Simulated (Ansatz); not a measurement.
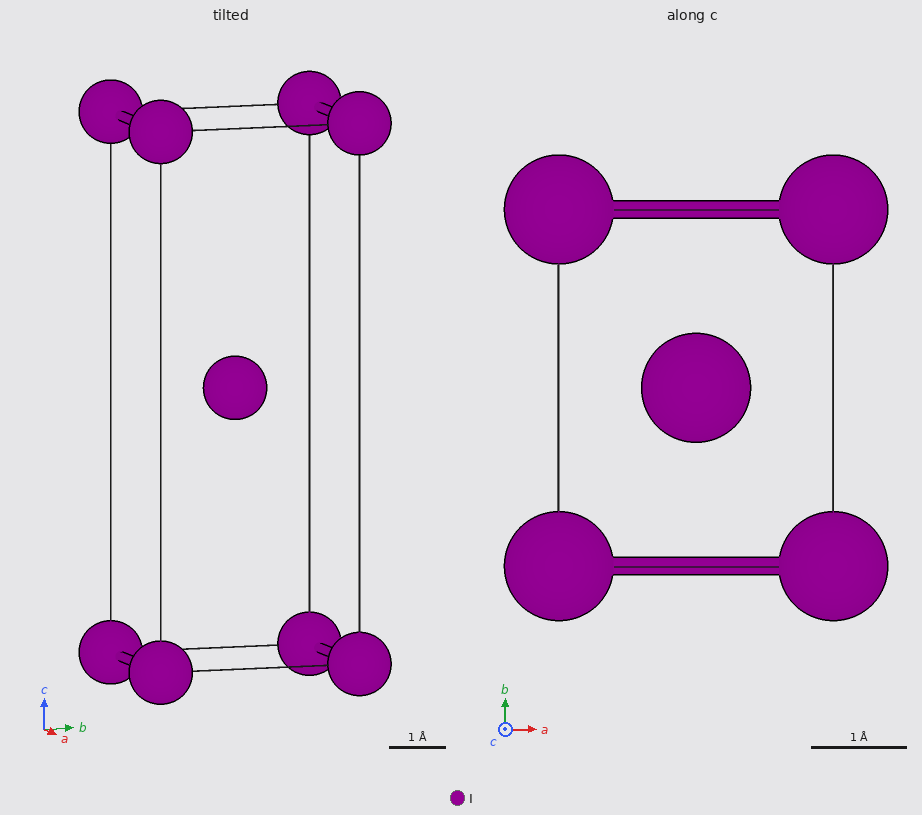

Structure drawing (ball-and-stick), viewed slightly off an axis and along the c axis. Thin lines show the conventional unit cell, with boundary atoms drawn in all their periodic places.

The element is iodine. Space group: Immm (No. 71). Lattice: body-centred orthorhombic. The cell holds two atoms. Each I atom has two I in a linear arrangement at about 2.9 Å around it. The bonds build I chains along [100].

Its origin is a structure listed in the Materials Project, with elements exchanged, so it need not be a known form of the compound. Earlier steps of the study may have refined or changed the cell and positions. It was set up as input for a calculation with Ansatz.
